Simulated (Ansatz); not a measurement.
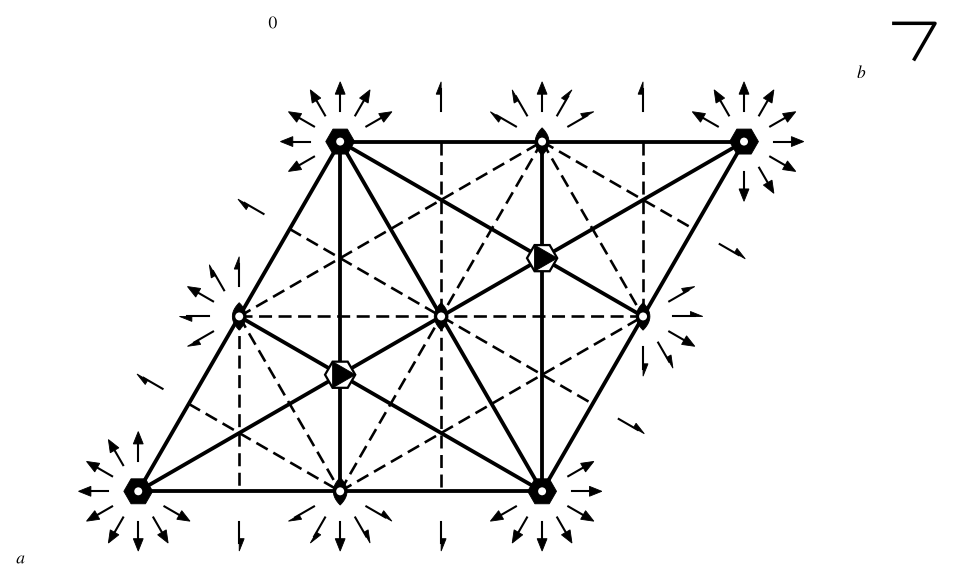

Symmetry elements of a space group, projected down c, computed from the operations of a computed or model structure of composition Rh, which need not be its known form.

Graphical symbols as in the International Tables (origin upper left, heights as fractions; handed screw axes are marked by their printed symbols).

> Identify the space group.

P6/mmm, No. 191; primitive hexagonal, point group 6/mmm, 24 general positions a cell.

> List the elements shown.

−6 axes along c at (1/3, 2/3), (2/3, 1/3); 6 axes along c at (0, 0); 2 axes along c at (0, 1/2), (1/2, 0), (1/2, 1/2); inversion centres at (0, 0), (0, 1/2), (1/2, 0), (1/2, 1/2); mirror planes holding c and [1 1 0] or [1 2 0] or [2 1 0] or [−1 1 0]; in-plane glide planes holding c and [1 1 0] or [1 2 0] or [2 1 0] or [−1 1 0]; mirror planes normal to a*, at x = 0; b glide planes normal to a*, at x = 1/2; mirror planes normal to b*, at y = 0; a glide planes normal to b*, at y = 1/2; a mirror plane normal to c at height 0; 2 axes along [1 1 0] at height 0; 2 axes along [1 2 0] at height 0; 2 axes along [2 1 0] at height 0; 2 axes along [−1 1 0] at height 0; 2 axes along a at height 0; 2 axes along b at height 0; 2₁ axes along [1 1 0] at height 0; 2₁ axes along [1 2 0] at height 0; 2₁ axes along [2 1 0] at height 0; 2₁ axes along [−1 1 0] at height 0; 2₁ axes along a at height 0; 2₁ axes along b at height 0. Heights repeat every half period; positions are (a, b) fractions, modulo 1.

> Write the general positions (in any order).

x, y, z; −x, −y, −z; x−y, x, z; −x+y, −x, −z; −y, x−y, z; y, −x+y, −z; −x, −y, z; x, y, −z; −x+y, −x, z; x−y, x, −z; y, −x+y, z; −y, x−y, −z; −y, −x, −z; y, x, z; −x, −x+y, −z; x, x−y, z; −x+y, y, −z; x−y, −y, z; y, x, −z; −y, −x, z; x, x−y, −z; −x, −x+y, z; x−y, −y, −z; −x+y, y, z
